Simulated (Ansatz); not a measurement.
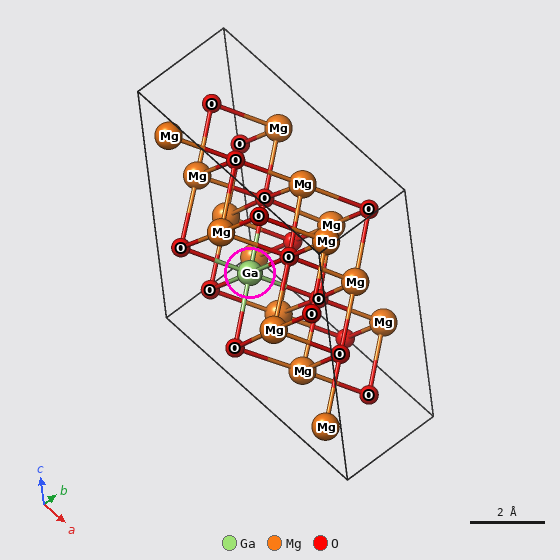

An orthographic ball-and-stick view of the structure, slightly off an axis. The supercell is outlined; an atom on or near a face, edge or corner is repeated at each equivalent position. The host is MgO, in a cell of 32 sites, and the cell is neutral. A ring marks the defect's site.

Q: What defect is present?

A: Gallium on a magnesium site (a substitutional impurity). It is bonded to six O in an octahedral arrangement at about 2.2 Å.

Computational set-up: Ansatz 0.2.0, DFT PBE, scalar-relativistic, plane waves, PAW, E_cut = 420 eV, the zone sampled with 2×2×2 points, Gaussian smearing of 0.02 eV, collinear spins.

Q: Is there a net moment in the defective cell?

A: Yes, 1.0 μB in the cell.

The atoms were relaxed in the host's cell with Ansatz 0.2.0, DFT PBE, scalar-relativistic, plane waves, PAW.
